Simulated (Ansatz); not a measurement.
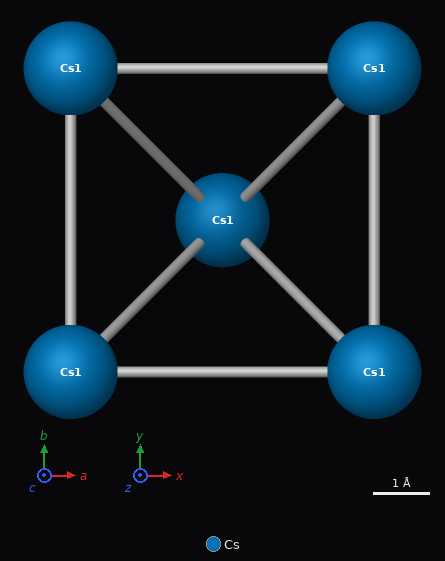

A scan of solid Cs (I4/mmm): the cell is strained along y alone, with the atoms kept at their fractional coordinates. x, y and z are the Cartesian axes of the input. The picture shows the reference cell. The picture is a ball-and-stick view of the conventional cell (2 times the calculation's cell), seen along the c axis. Lengths and directions refer to the drawn axes.

Level of theory: DFT LDA, scalar-relativistic, plane waves, PAW (Ansatz). Settings: plane-wave cutoff 420 eV; k-point mesh 12 × 12 × 12; occupations gaussian; smearing width 0.15 eV; no spin polarisation. Energies (free energies at the smearing named) are counted from the cell as listed in its source, which wasn't relaxed.

The input:
```yaml
crystal:
  lattice:
    - [-2.75007546, 2.75007546, 4.09723898]
    - [2.75007546, -2.75007546, 4.09723898]
    - [2.75007546, 2.75007546, -4.09723898]
  atoms:
    - { symbol: Cs, position: [0.0, 0.0, 0.0] }
basis:
  ecutwfc: 420
kpoints:
  mp_grid: { grid: [12, 12, 12] }
hamiltonian:
  xc: lda
scf:
  occupations: { method: gaussian, width: 0.15 }
output:
  forces: true
  stress: true
  eigenvalues: true
```

### What energies does the calculation give (the strain: −0.060, −0.030, 0.000, 0.015, 0.045, 0.060)?

```csv
strain,ΔE (meV/atom)
−0.060,−15.0
−0.030,−8.4
0.000,0.0
0.015,4.8
0.045,15.1
0.060,20.7
```

The lowest computed point lies at the strain −0.06 (−15.0 meV/atom). The energy is still falling at the end of the range, so the minimum along this coordinate lies there or beyond. The end points stand at −15.0 meV/atom (−0.06) and 20.7 meV/atom (0.06). The distortion takes the space group from I4/mmm to Immm. At the strain −0.06 the cell of the drawing goes b 5.500 → 5.170 Å.

As a plot:

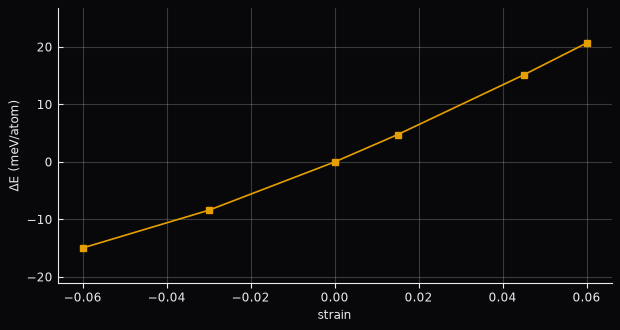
